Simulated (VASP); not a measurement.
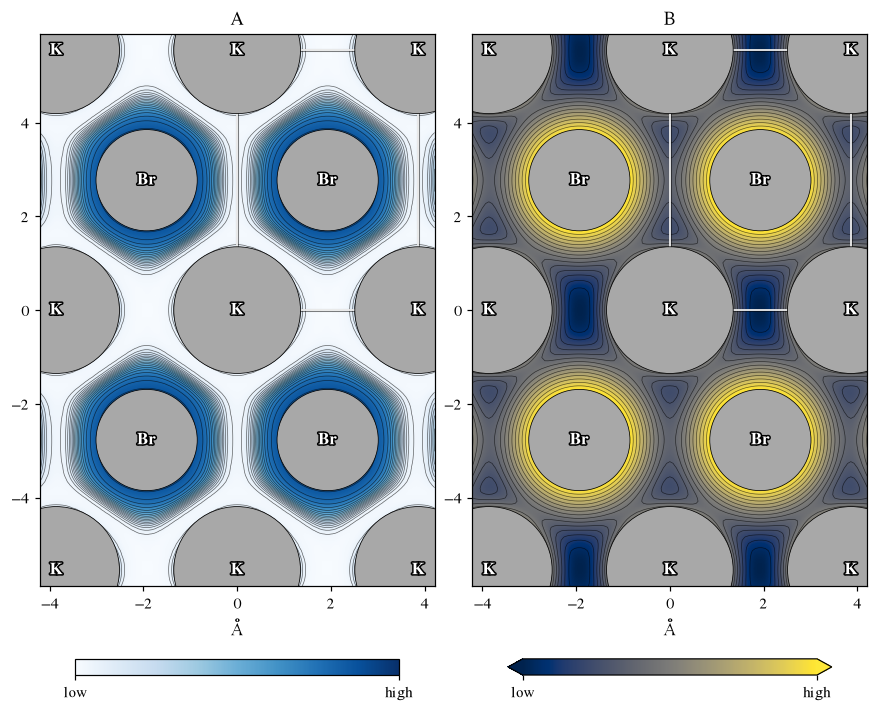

KBr: 2 fields on the (101̄) plane of the conventional cell, with unlabelled colour scales. Grey discs cover the atomic cores.

Space group P4/mmm; a generated structure, not necessarily the stable one; changed on purpose from its base cell (biaxial xy strain -2.9%).

Computed with VASP, Kohn-Sham DFT of a periodic cell, r2SCAN, VASP PAW PBE potentials, recommended.

```xyz
2
Lattice="3.8625 0.0000 0.0000 0.0000 3.8625 0.0000 0.0000 0.0000 3.9763" Properties=species:S:1:pos:R:3 pbc="T T T"
K     0.0000    0.0000    0.0000
Br    1.9313    1.9313    1.9881
```

**The panels show electron localisation function and valence pseudo-density in some order. Assign them.**

Panel A: electron localisation function. Panel B: valence pseudo-density. From the grid: K–Br (3.38 Å): ρ is about 0.08 e/Å³ halfway, with its minimum of 0.06 e/Å³ about 1.5 Å from K; the ELF is about 0.10 at the midpoint: a closed-shell, largely ionic contact.
